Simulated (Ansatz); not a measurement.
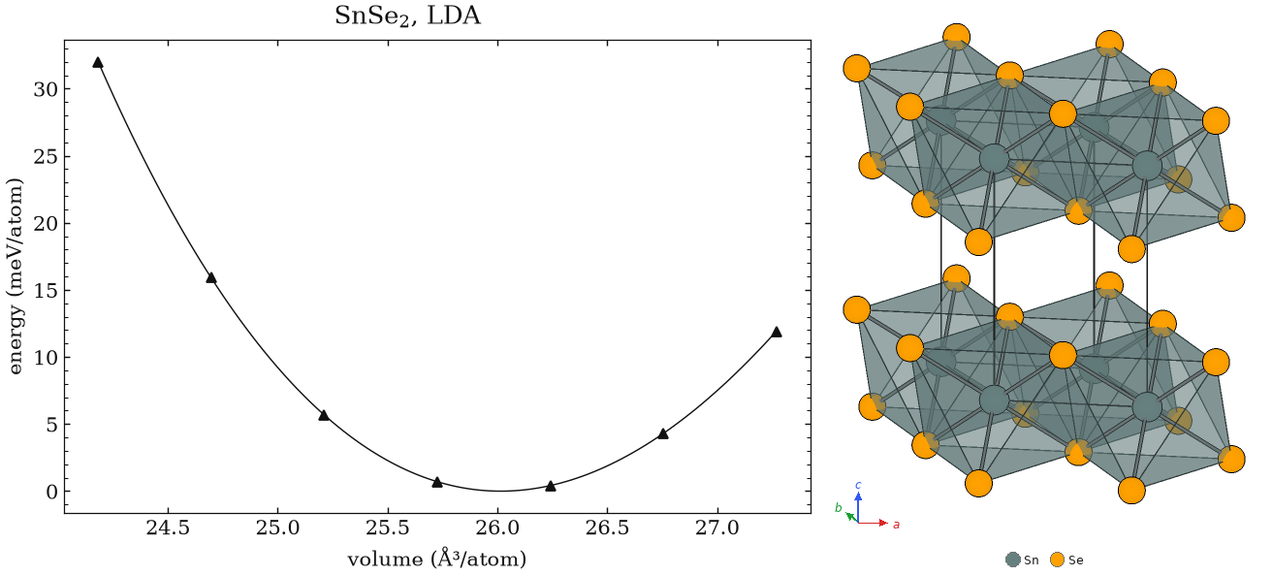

The plot gives the computed energy against volume for SnSe₂, space group P-3m1 (No. 164). The conventional cell is drawn beside the plot.

Starting cell:
```
CELL_PARAMETERS angstrom
3.81100 0.00000 0.00000
-1.90550 3.30042 0.00000
0.00000 0.00000 6.13600
ATOMIC_POSITIONS crystal
Sn 0.00000 0.00000 0.00000
Se 0.66667 0.33333 0.75100
Se 0.33333 0.66667 0.24900
```

How it was computed, with Ansatz 0.2.0: all-electron LAPW DFT, no spin polarisation; energies at scaled volumes of the given cell, shape and fractions fixed, counted from the fit's minimum, third-order Birch-Murnaghan fit. Level: LDA.

- k mesh: 8×8×5
- occupations: Fermi–Dirac
- smearing width: 0.05 eV
- potentials: all electron LAPW, scalar relativistic
- program settings: basis error eV/atom 0.002

This calculation gives: equilibrium volume 26.02 Å³/atom and bulk modulus 69.1 GPa.

Now Sn is replaced by Zr on all its sites, which gives ZrSe₂ in the same structure. How do these quantities change?

The equilibrium volume falls from 26.02 to 24.78 Å³/atom (−4.8 %) and the bulk modulus rises from 69.1 to 86.5 GPa (+25 %).

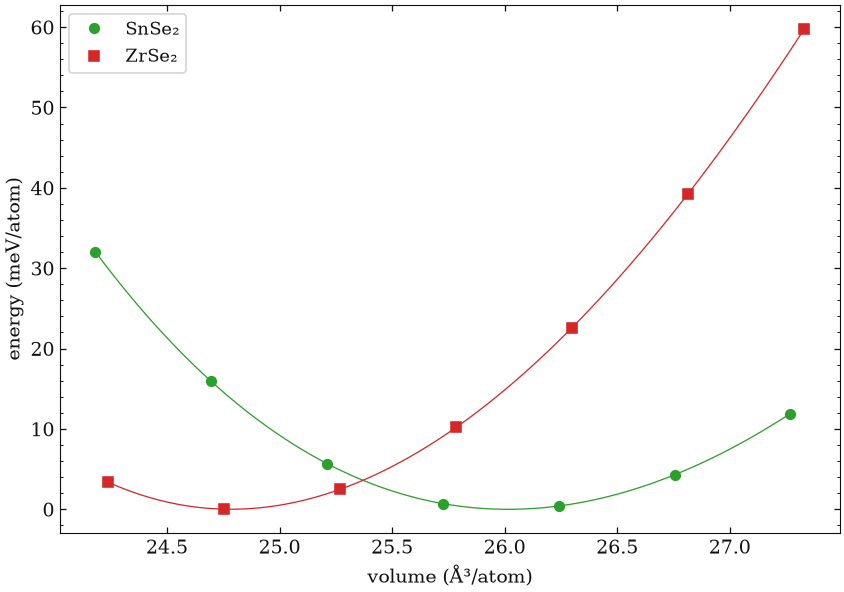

The two results together.

For both, limits of the calculation: shape and atomic fractions are frozen while scaling, which makes layered, chain and framework solids too stiff.

V0 and the bulk modulus come from third-order Birch–Murnaghan fits.
